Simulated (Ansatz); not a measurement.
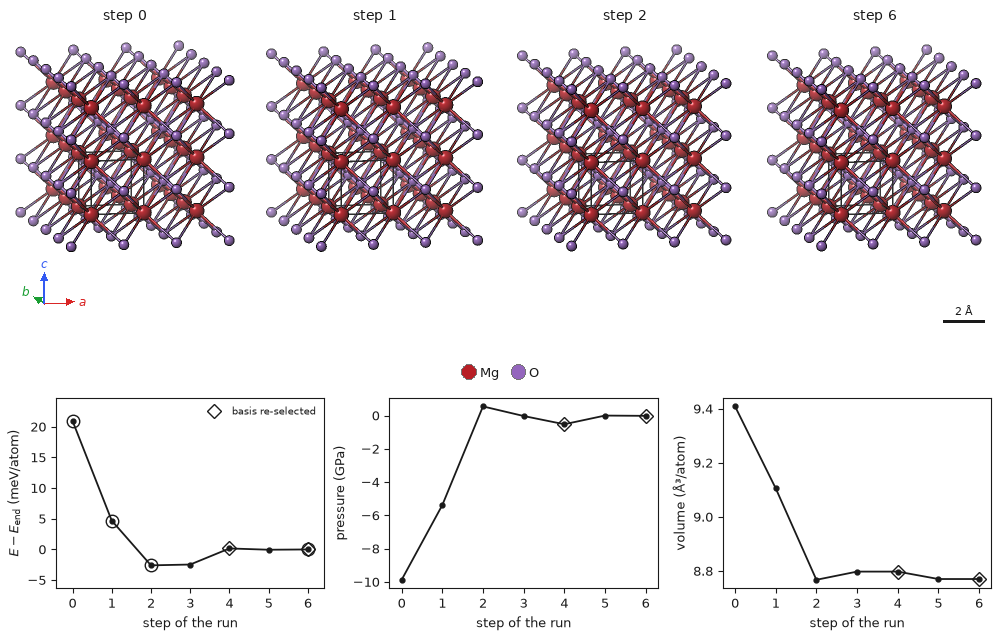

Frames of a relaxation of a crystal of MgO (built on the CsCl type), marked on the history of the run. Style: ball-and-stick. Shown: the cell of the calculation, repeated 2 × 3 × 2 with one cell outlined, slightly off an axis.

Method: DFT, LDA, plane waves, PAW (Ansatz).

Input
```yaml
crystal:
  lattice:
    - [2.6598216231, 0.0, 0.0]
    - [0.0, 2.6598216231, 0.0]
    - [0.0, 0.0, 2.6598216231]
  atoms:
    - { symbol: Mg, position: [0.0, 0.0, 0.0] }
    - { symbol: O, position: [0.5, 0.5, 0.5] }
kpoints:
  mp_grid: { grid: [8, 8, 8] }
hamiltonian:
  xc: lda
scf:
  occupations: { method: fermi_dirac, width: 0.02 }
relax:
  f_tol: 0.005
  cell: {}
```

Run as
```bash
ansatz run input.yaml --threads 2 --pin off --max-ram 2211MiB --backend cpu --events-out ev --progress --plain --runs-dir out
```

**What happens along the run?**

No atom moves by more than 0.005 Å relative to the cell. Cell: a = b = c 2.660 → 2.598 Å (−2.3 %). Volume −6.8 %. Some distances before and after: Mg1–Mg1 2.660 → 2.598 Å, Mg1–O2 2.303 → 2.250 Å. The space group stays Pm-3m (No. 221). The energy falls by 21.0 meV per atom in 4 accepted moves (6 points after the start). All forces vanish by symmetry, so only the cell relaxes. The pressure goes from −9.87 to −0.02 GPa. At 2 points the geometry stayed and the basis and grid were re-selected for the new cell (energy shift of 2.6 meV per atom at most each time). Cost: 1.6 s on 2 threads of Intel(R) Xeon(R) 6975P-C (Granite Rapids), on a shared host, peak memory 0.32 GiB. From step 0 to 1: volume −3.2 %, energy −16.3 meV per atom. From step 1 to 2: volume −3.7 %, energy −7.3 meV per atom. From step 2 to 6: energy +2.6 meV per atom.
